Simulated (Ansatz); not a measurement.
# Zone-centre optical phonons of WC-type TaN under biaxial strain in the (0001) plane, from LDA linear response

A tantalum nitride coating held by its substrate carries in-plane strain, and a vibrational line is a convenient gauge of it if the shift per per cent of strain is known. I take WC-type TaN, strain a and b equally, let c and the atoms relax, and follow the two optical levels at the zone centre: the doubly degenerate E', in which Ta and N move against each other in the plane, and A2'', in which they do so along c. Shifts are measured from the unstrained LDA cell, with tension positive. By symmetry E' is Raman-active and A2'' is not, so E' is the natural line for a Raman gauge. I want its slope, its curvature, and whether the distance between the two levels is also a gauge of strain.

## Systems and settings

One crystal, TaN (WC-type) (entry of the Crystallography Open Database). It was then strained (biaxial, in the (0001) plane, that of a and b) with the free edges and the atoms relaxed; labels give the mode at rest and under strain. The structures stem from measured cells of the Crystallography Open Database, directly or through a relaxation at another level; cell and atoms were relaxed at zero pressure at each row's own level, inside the symmetry of the start, with no thermal or zero-point expansion. Program: Ansatz 0.2.0, plane waves, LDA, the program's earlier default PAW potentials, scalar-relativistic without spin-orbit coupling, no spin polarisation. Wave-function cutoff 420 eV (the default for the potentials of each cell); on the k meshes (Γ-centred) the least product of divisions and cell-vector length runs from 45 to 47 Å. Occupations: methfessel-paxton smearing of 0.2 eV. Harmonic modes at natural masses come from linear response (density functional perturbation theory), with the acoustic sum rule imposed.

Notes on method and selection:

- Harmonic values at the static lattice; measured values carry thermal expansion and anharmonic shifts at their temperature.
- Modes are followed from row to row by the overlap of their patterns; levels that are degenerate at rest are joined across zero strain by their slopes.
- In cells without a Kohn-Sham gap the frequencies depend on k mesh and smearing; errors of a few per cent are possible.
- Spin-orbit coupling is left out; it matters most with heavy elements (here Ta).
- Runs that did not converge, have known faults or may not be shown are not listed, and runs on Ansatz's PAW sets soft_1 and soft_2 are kept to separate tables.

Columns:

- biaxial strain (%): biaxial strain in the (0001) plane, that of a and b, tension positive.
- stress (GPa): stress along the strain, tension positive.
- free-edge strain (%): strain of the free edge.
- E' (cm⁻¹): zone-centre mode E', no LO-TO term.
- A2'' (cm⁻¹): zone-centre mode A2'', no LO-TO term.

Input lines of one member:

```
kpoints:
  mp_grid: { grid: [18, 18, 16] }
hamiltonian:
  xc: lda
  pseudopotentials: { kind: paw, azcp: { folder: soft_1 }, xc_functional: pbe }
scf:
  occupations: { method: methfessel_paxton, width: 0.2 }
output:
  eigenvalues: true
phonons:
  method: dfpt
```

Command (options for logging and memory left out): `ansatz run input.yaml --threads 4 --backend cpu`

## Table of results

```
member  biaxial strain (%)  stress (GPa)  free-edge strain (%)  E' (cm⁻¹)  A2'' (cm⁻¹)
−4.0 %  −4                  −40.20        1.75                  583.8      609.1
−3.0 %  −3                  −29.04        1.27                  575.3      600.3
−2.0 %  −2                  ?             ?                     ?          ?
−1.0 %  −1                  ?             ?                     ?          ?
+0.0 %  0                   0.00          0.00                  543.7      567.9
+1.0 %  1                   8.30          −0.37                 531.7      555.4
+2.0 %  2                   15.94         −0.72                 518.9      542.2
+3.0 %  3                   22.97         −1.05                 505.4      528.2
+4.0 %  4                   29.40         −1.35                 491.3      513.5
```

Cells marked ? are withheld until the estimate has been made.

Least-squares fits to the members shown, with x = biaxial strain (%); R² and errors in the fitted variable (y, or ln y where the fit is in ln y):

```
y            members  fit                  R²    rms residual  leave-one-out rms  the same for the mean of the others
A2'' (cm⁻¹)  7        y = 564.6 − 11.87 x  0.99  2.5           3.8                38
E' (cm⁻¹)    7        y = 540.7 − 11.49 x  0.99  2.3           3.5                37
```

## Why the values move as they do

Both levels fall from each listed strain to the next, from compression to tension. Between −3 % and +3 % the mean slope of E' is (505.4 − 575.3) / 6 = −11.65 cm⁻¹ per % strain, and that of A2'' is (528.2 − 600.3) / 6 = −12.02 cm⁻¹ per %. Relative to the unstrained frequencies, both are close to −2.1 % per % of strain.

The E' pair does not split, because equal strain of a and b keeps the hexagonal symmetry. The distance from E' to A2'' shrinks only from 609.1 − 583.8 = 25.3 cm⁻¹ at −4 % to 513.5 − 491.3 = 22.2 cm⁻¹ at +4 %, so it is a weak gauge beside the shift itself.

The main cause I see is the stiffness of the Ta–N bonds. Tension enlarges the cell, since c contracts too little to make up for the wider plane, and longer bonds have smaller force constants. Bond direction should matter as well. With central springs to the six equal Ta neighbours of each N, the ratio A2''/E' would follow c/a and rise by a factor (1 + 1.75 / 100) / (1 − 4 / 100) = 1.060 at −4 %, from the lengths of c and a relative to rest. The computed ratio hardly moves: 567.9 / 543.7 = 1.045 at rest and 609.1 / 583.8 = 1.043 at −4 %. Central springs alone therefore fail, and bond-bending or longer-ranged forces carried by the metallic electrons may offset the effect of direction.

The calibration is curved. E' drops by 583.8 − 575.3 = 8.5 cm⁻¹ from −4 % to −3 %, but by 505.4 − 491.3 = 14.1 cm⁻¹ from +3 % to +4 %. Likewise, A2'' drops by 609.1 − 600.3 = 8.8 cm⁻¹ from −4 % to −3 %, but by 528.2 − 513.5 = 14.7 cm⁻¹ from +3 % to +4 %. For a measured film I would use the shift from an unstrained sample, not the absolute frequency: an error of 1 % in E', or 0.01 × 543.7 = 5.4 cm⁻¹, would already pass for 5.4 / 11.65 = 0.5 % of strain.

## Prediction

Plain estimates from the members shown:

- −1.0 %, fit at x = −1: 576.5 cm⁻¹
- −1.0 %, straight-line interpolation between −3.0 % and +0.0 %: w = (−1 − (−3)) / (0 − (−3)) = 0.667, so 600.3 + 0.667 × (567.9 − 600.3) = 578.7 cm⁻¹
- −2.0 %, fit at x = −2: 588.3 cm⁻¹
- −2.0 %, straight-line interpolation between −3.0 % and +0.0 %: w = (−2 − (−3)) / (0 − (−3)) = 0.333, so 600.3 + 0.333 × (567.9 − 600.3) = 589.5 cm⁻¹

The two missing strains lie inside the series, so the task is to interpolate a smooth, concave curve. The straight-line fit ignores the curvature and is already 567.9 − 564.6 = 3.3 cm⁻¹ too low at rest. The chord from −3 % to 0 % is better, but it too must lie below a concave curve.

I therefore add the curvature by passing a cubic through the four nearest shown members, −4, −3, 0 and +1 %, with x the strain in %:

A2'' = 600.3 − 10.8 (x + 3) − 0.425 x (x + 3) + 0.015 x (x + 3)(x − 1)

The coefficients are divided differences. The slope from −3 to 0 % is (567.9 − 600.3) / 3 = −10.8, and that from 0 to +1 % is 555.4 − 567.9 = −12.5, so the second coefficient is (−12.5 + 10.8) / 4 = −0.425. The same quantity for −4, −3 and 0 % is (−10.8 + 8.8) / 4 = −0.5, so the third is (−0.425 + 0.5) / 5 = 0.015.

At x = −1 the cubic gives 600.3 − 10.8 × 2 + 0.425 × 2 + 0.015 × 4 = 579.6 cm⁻¹.

At x = −2 it gives 600.3 − 10.8 × 1 + 0.425 × 2 + 0.015 × 6 = 590.4 cm⁻¹.

Both values lie about 0.9 cm⁻¹ above the chord, as the concave shape requires.

The members on the tensile side that were not used test the cubic. It gives 600.3 − 10.8 × 5 − 0.425 × 10 + 0.015 × 10 = 542.2 cm⁻¹ at +2 %, 600.3 − 10.8 × 6 − 0.425 × 18 + 0.015 × 36 = 528.4 cm⁻¹ at +3 % and 600.3 − 10.8 × 7 − 0.425 × 28 + 0.015 × 84 = 514.1 cm⁻¹ at +4 %, against 542.2, 528.2 and 513.5 cm⁻¹ in the table. The misses grow from under 0.1 to about 0.6 cm⁻¹ with distance from the points used. Those are extrapolations, whereas −1 % and −2 % are enclosed by the points, so I take 0.3 cm⁻¹ as one standard deviation for each. It covers the position on this computed curve, not the error of LDA or of its use with potentials labelled PBE in the input.

**Committed estimate, −1.0 %: A2'' = 579.6 ± 0.3 cm⁻¹.**  
**Committed estimate, −2.0 %: A2'' = 590.4 ± 0.3 cm⁻¹.**

## Outcome

```
member  biaxial strain (%)  stress (GPa)  free-edge strain (%)  E' (cm⁻¹)  A2'' (cm⁻¹)
−2.0 %  −2                  −18.63        0.82                  565.6      590.5
−1.0 %  −1                  −8.97         0.40                  555.1      579.6
```

```
member  estimate       A2'' (cm⁻¹)  computed  estimate − computed  miss in error bars
−1.0 %  committed      579.6        579.6     0.0                  0.0
−1.0 %  fit            576.5        579.6     −3.1
−1.0 %  interpolation  578.7        579.6     −0.9
−2.0 %  committed      590.4        590.5     −0.1                 0.3
−2.0 %  fit            588.3        590.5     −2.2
−2.0 %  interpolation  589.5        590.5     −1.0
```

A2'' (cm⁻¹) against biaxial strain (%):

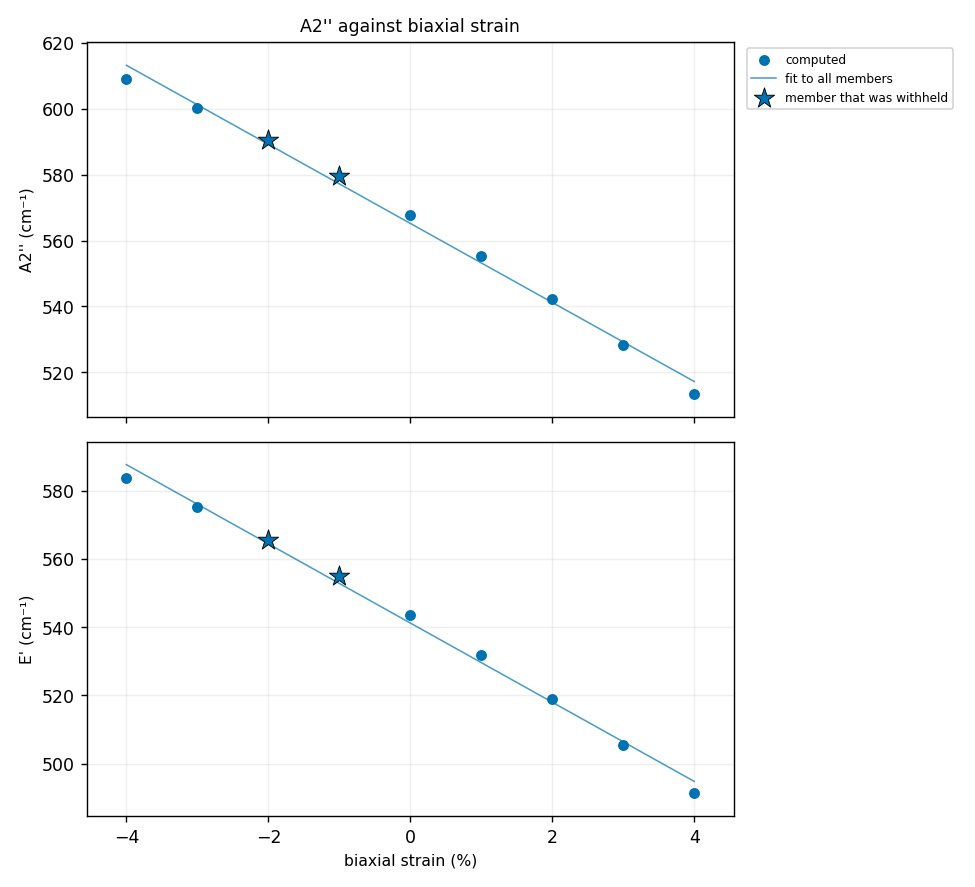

Both estimates fell inside their error bars: 579.6 cm⁻¹ was met to the printed digit at −1 %, and 590.4 cm⁻¹ was 0.1 cm⁻¹ too low at −2 %. The chord was low by 0.9 and 1.0 cm⁻¹, and the straight-line fit by 3.1 and 2.2 cm⁻¹. The concave shape was the argument that counted, and a cubic through four neighbours carried it well.

This success confirms a smooth curve, not its cause. The new rows do add to the case against central springs alone. At −2 % these would raise the ratio A2''/E' by a factor (1 + 0.82 / 100) / (1 − 2 / 100) = 1.029 over its value at rest, yet the computed ratio is 590.5 / 565.6 = 1.044, against 1.045 at rest.

## Exceptions

Least-squares fits to the whole series, with x = biaxial strain (%); R² and errors in the fitted variable (y, or ln y where the fit is in ln y):

```
y            members  fit                  R²    rms residual  leave-one-out rms  the same for the mean of the others
A2'' (cm⁻¹)  9        y = 565.2 − 11.99 x  0.99  2.4           3.5                35
E' (cm⁻¹)    9        y = 541.2 − 11.61 x  0.99  2.3           3.3                34
```

Largest departures from the fit to the whole series:

```
member  A2'' (cm⁻¹)  fit    computed − fit  in rms residuals
−4.0 %  609.1        613.2  −4.1            1.7
+4.0 %  513.5        517.2  −3.7            1.5
+0.0 %  567.9        565.2  +2.7            1.1
−1.0 %  579.6        577.2  +2.4            1.0
```

The largest departures belong to the curvature of the whole series, not to odd members. Both ends lie below the straight line, by 4.1 cm⁻¹ at −4 % and 3.7 cm⁻¹ at +4 %, while the rows at 0 and −1 % lie above it by 2.7 and 2.4 cm⁻¹. A line drawn through a concave curve leaves just this pattern.

The curvature does not come from uneven steps in volume. From −4 to −3 % the cell volume grows by the factor ((1 − 3 / 100) / (1 − 4 / 100))² × (1 + 1.27 / 100) / (1 + 1.75 / 100) = 1.016, and from +3 to +4 % by ((1 + 4 / 100) / (1 + 3 / 100))² × (1 − 1.35 / 100) / (1 − 1.05 / 100) = 1.016. Yet A2'' falls by 8.8 / 609.1 = 1.4 % in the first step and by 14.7 / 528.2 = 2.8 % in the second. The lattice thus softens faster per unit of volume once it is stretched, which would follow if the relative loss of bond stiffness per unit of length grows as the bonds lengthen.

## Summary

From −4 to +4 %, equal in-plane tension lowers both levels without splitting E', and a curved interpolation finds an enclosed member to a few tenths of a cm⁻¹.

For the Raman-active E' line near rest, the slope is (531.7 − 555.1) / 2 = −11.7 cm⁻¹ per % strain. The stress changes by (8.30 + 8.97) / 2 = 8.6 GPa per %, so a downward shift of 1 cm⁻¹ means about 0.09 % strain or 0.7 GPa of tension. Used at +4 %, this slope would read (543.7 − 491.3) / 11.7 = 4.5 %, so large strains need the curve.

I expect no omitted effect to exceed the spread of A2'', 609.1 − 513.5 = 95.6 cm⁻¹. Warming usually lowers such lines, by roughly 1 % or less up to room temperature, which could still mimic some tenths of a per cent of tension. The strained film and its unstrained reference should therefore be measured at the same temperature.

[Logs are printed without paths, hosts, clocks, repeated set-up lines and the standing remarks that a program may print on its own settings, such as how far it seeks lower states.]
